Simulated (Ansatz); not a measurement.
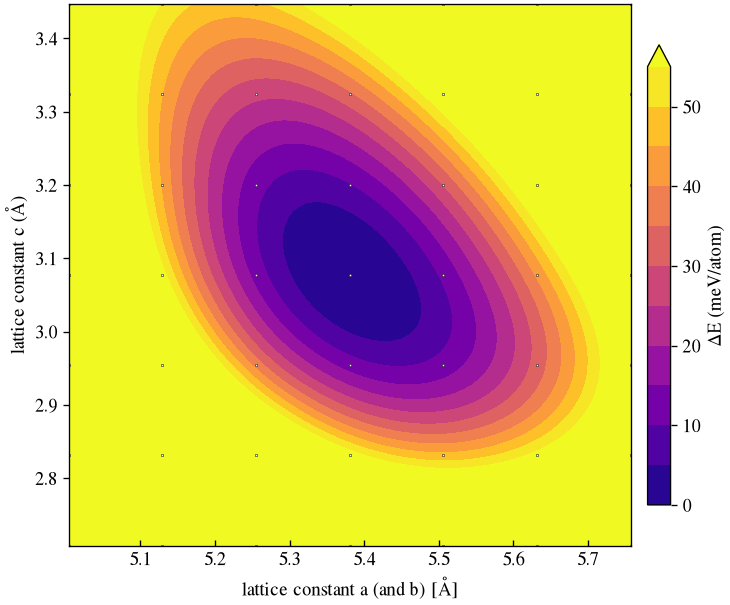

GaSb (I-4m2, No. 119; 2 atoms in the cell). 
- The energy is mapped over the lattice constants a and c of the conventional cell.
- First axis: lattice constant a (and b). Second axis: lattice constant c.
- Nothing is relaxed (symmetry fixes all fractional coordinates).
- Grid: 7 × 7 points.
- Energies are in meV/atom, from the lowest grid point.
- Method: Ansatz 0.2.0, DFT LDA, scalar-relativistic, plane waves, PAW. Settings: cutoff 420 eV, k-mesh 16×16×16, gaussian smearing 0.15 eV, no spin polarisation.

The picture shows filled contours, dots at the grid points, one colour for all values above the top of the scale. Between grid points the surface is interpolated.

Q: Estimate the position of the minimum and the force constants in these coordinates.

A: The interpolated minimum is at lattice constant a (and b) ≈ 5.381 Å, lattice constant c ≈ 3.077 Å. The curvatures there are about 3.1 eV/Å² and 3 eV/Å², with a cross term of about 1.4 eV/Å² (per cell of 2 atoms). Round the minimum the valley is somewhat tilted: raising lattice constant a (and b) shifts the best value of lattice constant c downwards (coupling k₁₂/√(k₁₁k₂₂) about 0.5).

PAW datasets: the set soft_1.
